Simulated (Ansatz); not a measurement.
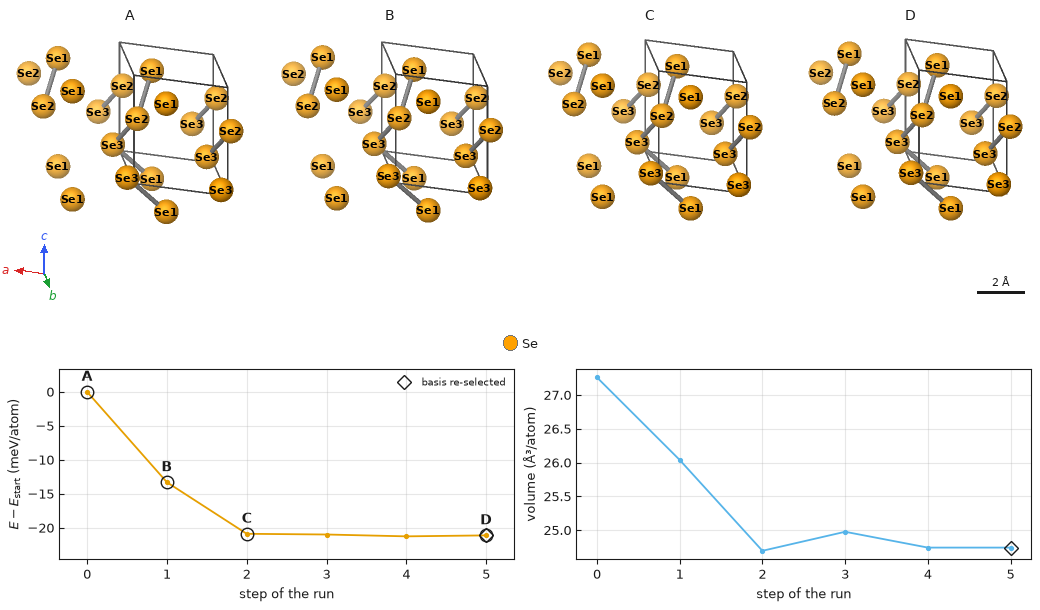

Frames of a relaxation of a crystal of Se (set up in P3_121), marked on the history of the run. The picture is a ball-and-stick view of the cell of the calculation, repeated 2 × 2 × 1 with one cell outlined, seen from a free direction.

The run lets cell and atoms move.

All numbers below come from Ansatz 0.2.0, Kohn-Sham DFT of a periodic cell, PBE with D3(BJ)-ATM, Ansatz PAW.

Input file:
```yaml
crystal:
  lattice:
    - [4.3662, 0.0, 0.0]
    - [-2.1831, 3.781240118, 0.0]
    - [0.0, 0.0, 4.9536]
  atoms:
    - { symbol: Se, position: [0.7746, 0.7746, 0.0] }
    - { symbol: Se, position: [0.0, 0.2254, 0.6666666667] }
    - { symbol: Se, position: [0.2254, 0.0, 0.3333333333] }
hamiltonian:
  xc: pbe
  pseudopotentials: { kind: paw }
  dispersion: d3bjatm
kpoints:
  mp_grid: { grid: [7, 7, 6] }
scf:
  occupations: { method: fermi_dirac, width: 0.05 }
output:
  forces: true
  stress: true
  eigenvalues: true
relax:
  f_tol: 0.01
  max_steps: 40
  cell: { stress_tol: 0.05 }
```

Command:
```bash
ansatz run input.yaml --threads 2 --pin off --max-ram 5632MiB --backend cpu --events-out ev --progress --plain --runs-dir out
```

Describe the path.

The energy falls by 21.1 meV per atom in 4 accepted moves (5 points after the start). Largest force component: 0.41 eV/Å at the start, 0.00047 eV/Å at the end. The pressure goes from 0.89 to 0.00 GPa. At 1 point the geometry stayed and the basis and grid were re-selected for the new cell (energy shift of 0.1 meV per atom at most each time). The largest moves relative to the cell, 0.083 Å, are those of Se1, Se2 and Se3. Se3 goes along +a. The drawn cell changes as follows: a = b 4.366 → 4.088 Å (−6.4 %), c 4.954 → 5.129 Å (+3.5 %); the volume changes by −9.2 %. Among the contacts that change: Se1–Se2 2.373 → 2.439 Å. The space group stays P3_121 (No. 152). The run took 25 s on 2 threads of Arm Neoverse V2 (shared host), peak memory 0.37 GiB. From step 0 to 1: Se atoms move most (0.04 Å), volume −4.5 %, energy −13.3 meV per atom. From step 1 to 2: Se atoms move most (0.04 Å), volume −5.2 %, energy −7.6 meV per atom. From step 2 to 5: volume +0.2 %, energy −0.2 meV per atom.

```
step  E − E(0), meV/atom  largest force component, eV/Å  pressure, GPa  volume, Å³/atom                      note
   0                0.00                         0.4150           0.89           27.261                          
   1              -13.30                         0.1501           0.42           26.040                          
   2              -20.88                         0.0458           0.45           24.696                          
   3              -20.98                         0.0314          -0.43           24.977                          
   4              -21.25                         0.0004           0.01           24.743                          
   5              -21.11                         0.0005           0.00           24.743  same geometry, new basis
```
